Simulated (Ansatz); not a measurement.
# Geometry relaxation, with input and output: ZrO2 (part 2 of 2)

The same run, continued: ZrO2 (Fm-3m, 3 atoms in the cell); DFT PBE, scalar-relativistic, plane waves, PAW, no spin polarisation (Ansatz 0.2.0); cutoff 420 eV, 8×8×8 k-mesh, Gaussian smearing of 0.02 eV. The structure derives from a Materials Project entry.

Geometry of the input (Å; fractional positions):
```
0.0000  2.5451  2.5451
2.5451  0.0000  2.5451
2.5451  2.5451  0.0000
Zr 0.0000  0.0000  0.0000
O  0.2500  0.2500  0.2500
O  0.7500  0.7500  0.7500
```

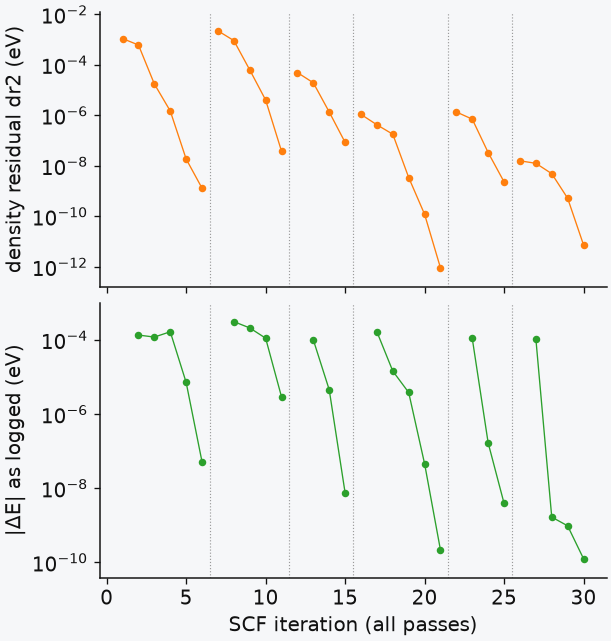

Figure 1. Convergence of the self-consistent field: density residual dr2 and size of the energy change against the SCF iteration. The dotted lines part the SCF passes of the relaxation: geometry steps, rejected trials and re-solves on a re-selected basis. The 6 passes take 4 to 6 iterations each, 30 in all.

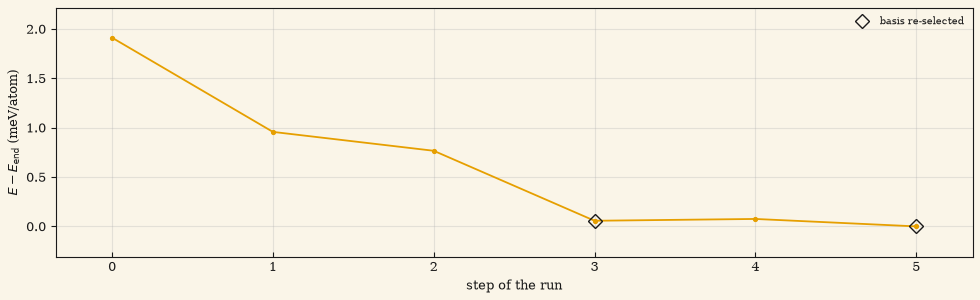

Figure 2. Progress of the relaxation, step by step (the first geometry is step 0 here and step 1 in the log).

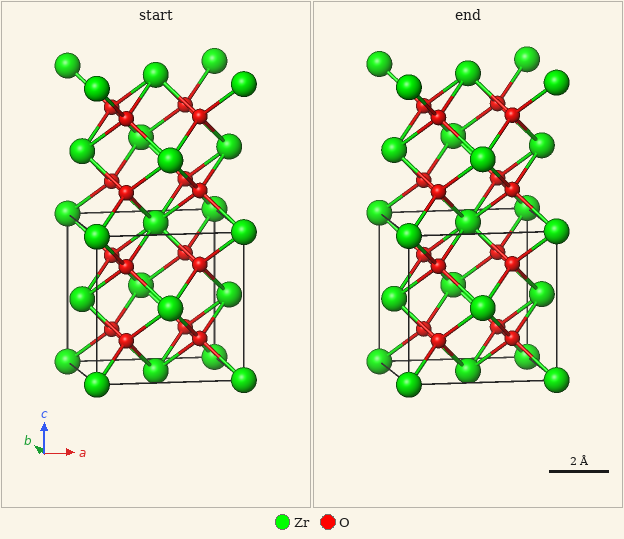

Figure 3. Before (left) and after (right) the relaxation, at one scale (ball-and-stick view of the cell 4 times as large as that of the calculation, set on its symmetry axes, repeated 1 × 1 × 2, seen at an oblique angle). The energy falls by 1.8 meV per atom in 3 geometry steps. All forces vanish by symmetry, so only the cell relaxes. Pressure: 3.69 GPa at the start and 0.00 GPa at the end. The basis was re-selected once at an unchanged geometry, which shifts the energy a little without any move. No atom moves by more than 0.005 Å relative to the cell. The drawn cell changes as follows: a = b = c 5.090 → 5.116 Å (+0.5 %); the volume changes by +1.5 %. Among the contacts that change: Zr1–O2 2.204 → 2.215 Å. The space group stays Fm-3m (No. 225). The energy change given includes the shifts at the re-selections in mid-walk, which come without any move. A last SCF at the same geometry on a re-selected plane-wave basis shifts the energy by −0.1 meV per atom. (Atoms are counted from 1 in the order of the input.)

```
basis re-selected at this cell: Δ(F+E_penalty+E_count) = -2.259e-4 eV, ΔP = +0.002 GPa vs the last step (what re-selecting the basis moved, of the pressure what is left beyond the Pulay correction that the steps carried, after the strain that the cell walked since its last selection, with what the two solves' SCF thresholds leave and, on support functions, any second-order correction that the steps lacked; it is no measure of the basis error at this ecutwfc). This SCF's stress stands 3.55e-3 GPa from its target on what of the cell is left free (relax.cell.stress_tol is 5.00e-2 GPa) and its largest allowed force component is 8.38e-18 eV/Å (relax.f_tol is 5.00e-3 eV/Å): within both
SCF converged after 5 iterations
Free energy (F): -5323.820365 eV
Harris-Foulkes:  -5323.820365 eV  (|F-HF|=1.82e-12)
Internal energy: -5323.820365 eV  (E = F + TS)
E sigma→0 (E₀):  -5323.820365 eV
Fermi energy:    13.565410 eV
--- Per-component energies (eV) ---
  E_band       = -66.652319
  E_kinetic    = 686.590880
  E_local      = -1151.672794  (includes V_loc(G=0)·N_el)
  E_nonlocal   = 171.103064
  E_hartree    = 379.851701
  E_xc         = -311.769044
  E_vxc        = -382.579646  (∫ρ·V_xc dr)
  E_paw        = -3268.712381  (= ΣΔE_a)
  E_vpaw       = -149.802183  (= ΣTr[D̂ρ^β])
  E_aug_tail   = 0.004986  (compensation charges beyond the density's cutoff)
  E_ewald      = -1829.216776
  E_smearing   = -0.000000  (= −TS)
  E_closure    = 0.000000  (closes the sum)
  Σ components = -5323.820365   (vs F -5323.820365, Δ=0.00e0)
--- Forces (eV/Å), atoms counted from 1 ---
  atom   1  Zr     0.00000000    -0.00000000    -0.00000000
  atom   2  O     -0.00000000     0.00000000    -0.00000000
  atom   3  O     -0.00000000    -0.00000000     0.00000000
  max |Σ_I F_I| component: 3.04e-18 eV/Å
--- Stress (GPa, compression-positive) ---
        0.003552      -0.000000      -0.000000
       -0.000000       0.003552      -0.000000
       -0.000000       0.000000       0.003552
  P = ⅓ Tr σ = 0.0036 GPa (0.036 kbar)
--- Band table (eV; the first three rows and the last of 29) ---
  k-point 0: bands = ["-36.2470", "-14.0640", "-14.0640", "-14.0640", "-6.2184", "-3.7137", "6.7631", "6.7631", "6.7631", "11.3792", "11.3792", "11.3792", "15.2240", "15.2240", "18.3740", "21.0878"]
  k-point 1: bands = ["-36.2407", "-14.1674", "-14.0737", "-14.0737", "-6.0106", "-3.8641", "6.9105", "6.9105", "7.1696", "11.0130", "11.1067", "11.1067", "15.4995", "15.4995", "18.8435", "20.5885"]
  k-point 2: bands = ["-36.2255", "-14.4016", "-14.0970", "-14.0970", "-5.5587", "-4.1391", "7.2734", "7.2734", "8.1325", "10.2835", "10.6251", "10.6251", "15.8959", "15.8959", "18.6217", "20.4555"]
  k-point 28: bands = ["-36.1894", "-14.5007", "-14.5007", "-14.2309", "-4.5213", "-4.5213", "7.2302", "7.3096", "9.5558", "9.5558", "10.5482", "11.7096", "16.2832", "16.4115", "18.0637", "18.0637"]
--- Relaxed structure (4 steps of the walk, 4 accepted, 2 SCFs on fresh bases) ---
  F+E_penalty+E_count = -5323.82036454 eV   max|allowed force component| = 8.384e-18 eV/Å   (the final SCF, on the basis selected at the relaxed cell)
  cell:  # Å, volume = 33.4725 Å³
    - [1.273843008223896e-35, 2.5579141804001737, 2.5579141804001737]
    - [2.557914180400174, -3.1527614453541462e-34, 2.5579141804001737]
    - [2.557914180400174, 2.5579141804001737, -3.2801457461765365e-34]
  atoms:
    - { symbol: Zr, position: [2.2818462206447355e-35, -2.475626612178437e-35, -3.2146196307391646e-35] }
    - { symbol: O, position: [0.25000000000000006, 0.25000000000000006, 0.25000000000000006] }
    - { symbol: O, position: [0.7499999999999999, 0.7500000000000001, 0.75] }
```

Trajectory as extended XYZ (Å, eV, eV/Å), 6 frames, from step=1 to step=6
```
3
Lattice="0.0000 2.5451 2.5451 2.5451 0.0000 2.5451 2.5451 2.5451 0.0000" Properties=species:S:1:pos:R:3:forces:R:3 step=1 energy=-5323.81463 pressure_GPa=3.69
Zr    0.0000    0.0000    0.0000    0.0000   0.0000   0.0000
O     1.2725    1.2725    1.2725    0.0000   0.0000   0.0000
O     3.8176    3.8176    3.8176    0.0000   0.0000   0.0000
3
Lattice="0.0000 2.5598 2.5598 2.5598 0.0000 2.5598 2.5598 2.5598 0.0000" Properties=species:S:1:pos:R:3:forces:R:3 step=2 energy=-5323.81749 pressure_GPa=-0.67
Zr    0.0000    0.0000    0.0000    0.0000   0.0000   0.0000
O     1.2799    1.2799    1.2799    0.0000   0.0000   0.0000
O     3.8398    3.8398    3.8398    0.0000   0.0000   0.0000
3
Lattice="0.0000 2.5576 2.5576 2.5576 0.0000 2.5576 2.5576 2.5576 0.0000" Properties=species:S:1:pos:R:3:forces:R:3 step=3 energy=-5323.81807 pressure_GPa=-0.01
Zr    0.0000    0.0000    0.0000    0.0000   0.0000   0.0000
O     1.2788    1.2788    1.2788    0.0000   0.0000   0.0000
O     3.8363    3.8363    3.8363    0.0000   0.0000   0.0000
3
Lattice="0.0000 2.5576 2.5576 2.5576 0.0000 2.5576 2.5576 2.5576 0.0000" Properties=species:S:1:pos:R:3:forces:R:3 step=4 energy=-5323.82019 pressure_GPa=0.10
Zr    0.0000    0.0000    0.0000    0.0000   0.0000   0.0000
O     1.2788    1.2788    1.2788    0.0000   0.0000   0.0000
O     3.8363    3.8363    3.8363    0.0000   0.0000   0.0000
3
Lattice="0.0000 2.5579 2.5579 2.5579 0.0000 2.5579 2.5579 2.5579 0.0000" Properties=species:S:1:pos:R:3:forces:R:3 step=5 energy=-5323.82014 pressure_GPa=0.00
Zr    0.0000    0.0000    0.0000    0.0000   0.0000   0.0000
O     1.2790    1.2790    1.2790    0.0000   0.0000   0.0000
O     3.8369    3.8369    3.8369    0.0000   0.0000   0.0000
3
Lattice="0.0000 2.5579 2.5579 2.5579 0.0000 2.5579 2.5579 2.5579 0.0000" Properties=species:S:1:pos:R:3:forces:R:3 step=6 energy=-5323.82036 pressure_GPa=0.00
Zr    0.0000    0.0000    0.0000    0.0000   0.0000   0.0000
O     1.2790    1.2790    1.2790    0.0000   0.0000   0.0000
O     3.8369    3.8369    3.8369    0.0000   0.0000   0.0000
```

Results in brief

| quantity | value |
| --- | --- |
| outcome | converged |
| space group (tolerance 0.01 Å) | Fm-3m (225) |
| electrons treated | 24 |
| free energy | −5323.8204 eV |
| Fermi energy | 13.565 eV |
| gap on the k-point mesh | 3.32 eV |
| pressure | 0.00 GPa |
| final volume | 33.47 Å³ |
| largest force (length of the vector) at the end | under 0.001 eV/Å |
| final cell | a = 3.617 Å, b = 3.617 Å, c = 3.617 Å, α = 60.00°, β = 60.00°, γ = 60.00° |
| hardware | 1 thread of Intel Xeon (Sapphire Rapids), 16 GiB of memory available, shared host |
| wall time | 5.7 s |
| peak memory | 0.37 GiB |
